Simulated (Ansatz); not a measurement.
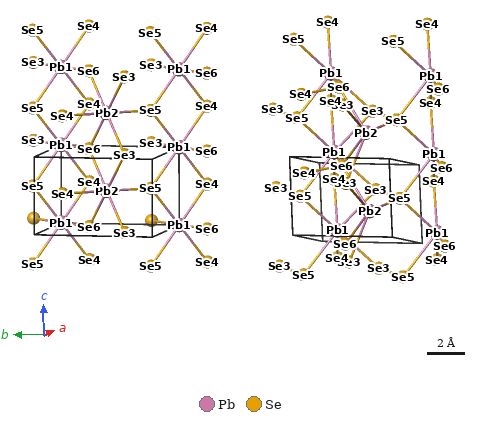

Two geometries of solid PbSe$_{2}$ (built on the rutile type), drawn at one scale. One is the start of a relaxation, the other its converged end. The picture is a ball-and-stick view of the cell of the calculation, repeated 1 × 1 × 2 with one cell outlined, seen from a free direction.

Computed with DFT, PBEsol, plane waves, PAW in Ansatz 0.2.0. Settings: plane-wave cutoff 420 eV; k-point mesh 4 × 4 × 4; occupations fermi dirac; smearing width 0.05 eV; no spin polarisation; cell and atoms relaxed; force threshold 0.01 eV/Å; at most 120 steps.

**Which one is relaxed?**

The right one is the relaxed one. Case: shaken. The largest moves relative to the cell, 1.92 Å, are those of Se3 and Se4. Se3 goes roughly along [−1 1 −2]. By element the largest moves are Se 1.92 Å, Pb 1.00 Å. The volume changes by −9.2 %, with a 6.599 → 7.189 Å (+8.9 %), b 6.558 → 5.531 Å (−15.7 %), c 4.238 → 4.398 Å (+3.8 %), α 90.2° → 90.0°, β 90.6° → 107.8°, γ 89.3° → 90.0°. Near-neighbour distances that change, for instance: Pb2–Se4 6.536 → 3.084 Å, Pb1–Se3 6.528 → 3.084 Å, Pb2–Se4 (another image) 5.015 → 3.084 Å, Pb1–Se3 (another image) 4.963 → 3.085 Å. New bonds form, among them: Pb1–Se3 (another periodic image) (4.96 → 3.08 Å), Pb1–Se3 (another periodic image) (6.53 → 3.08 Å), Pb2–Se4 (another periodic image) (5.02 → 3.08 Å), Pb2–Se4 (another periodic image) (6.54 → 3.08 Å). Bonds break, among them: Pb1–Se3 (2.86 → 4.10 Å), Pb2–Se4 (2.84 → 4.10 Å). Among the angles between lasting bonds that change: Se5–Pb1–Se6 91.7° → 80.9°, Se5–Pb2–Se6 90.8° → 80.9°, Se5–Pb1–Se6 90.1° → 81.0°. The space group (tolerance 0.01 Å) goes from P1 (No. 1) to Cmc2_1 (No. 36). The energy falls by 2.642 eV per cell of the calculation in 27 accepted moves (30 points after the start). The largest force component goes from 0.31 to 0.003 eV/Å. Pressure: −0.11 GPa at the start and 0.00 GPa at the end. The line search rejected the trial step at point 24 of the run. At 2 points the geometry stayed and the basis and grid were re-selected for the new cell (energy shift of 10.3 meV per cell of the calculation at most each time).
